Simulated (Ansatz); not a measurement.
```
Ni Si
1.0
     4.50369    0.00000    0.00000
     0.00000    4.50369    0.00000
     0.00000    0.00000    4.50369
Ni Si
4 4
Cartesian
  0.6733 0.6733 0.6733
  2.9251 1.5785 3.8304
  3.8304 2.9251 1.5785
  1.5785 3.8304 2.9251
  3.8139 3.8139 3.8139
  1.5620 2.9417 0.6898
  0.6898 1.5620 2.9417
  2.9417 0.6898 1.5620
```

Space group P2₁3; a structure from a database of computed crystals, not necessarily the ambient phase; the program warned that a starting moment wasn't kept; spin-polarised, but the moments vanished.

Level of theory: Kohn-Sham DFT of a periodic cell, PBE, Ansatz PAW in Ansatz.

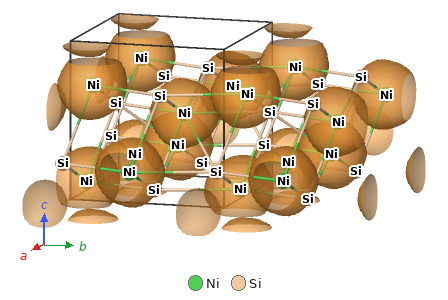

SiNi. Isosurface of the valence electron density at 0.5 e/Å³ (orange), seen slightly off an axis. Sticks mark near contacts.

Core electrons are frozen (PAW), and the valence fields are smoothed inside the atomic spheres.

Question: Which contacts does the surface bridge?

Answer: At this value the density breaks into separate islands; it holds about 70 % of the electrons treated as valence (semicore included). It bridges none of the near contacts. It is pinched off along the shortest Si–Ni (2.36 Å) and Si–Ni (2.41 Å) contacts. On the grid the lowest density along these lines, outside the cores, is 0.42 e/Å³ (Si–Ni, 2.36 Å) and 0.4 e/Å³ (Si–Ni, 2.41 Å).
